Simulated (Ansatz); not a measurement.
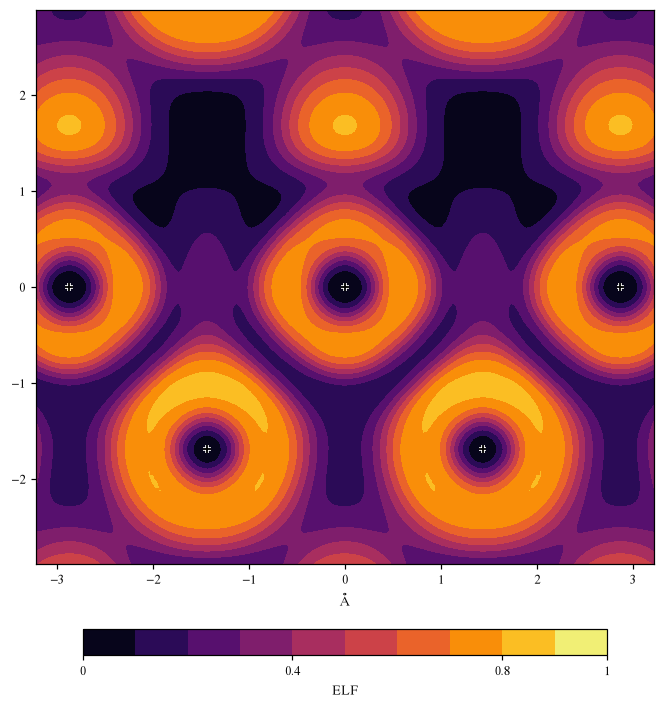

The electron localisation function on a plane through atoms (crosses mark nuclei in the plane).

Level of theory: Ansatz, DFT, PBEsol, PAW with Ansatz's default frozen-core files, scalar-relativistic; relaxation of cell and atoms.

Candidates:
A. TaN, a = 2.92 Å, b = 2.92 Å, c = 2.87 Å, α = 90.00°, β = 90.00°, γ = 120.00°. Space group P-6m2.
B. InAs, a = 6.09 Å, b = 6.09 Å, c = 6.09 Å, α = 90.00°, β = 90.00°, γ = 90.00°. Space group F-43m.

**Which system is this?**

Candidate A: TaN on the (110) plane of the conventional cell, which holds Ta and N. Ta–N (2.22 Å): the ELF peaks at about 0.80 in the valence shell of N, 0.7 Å from its nucleus, and is about 0.20 at the midpoint; no localised pair shows between them. Ta–Ta (2.87 Å): the ELF is about 0.25 at the midpoint; no localised pair shows between them.
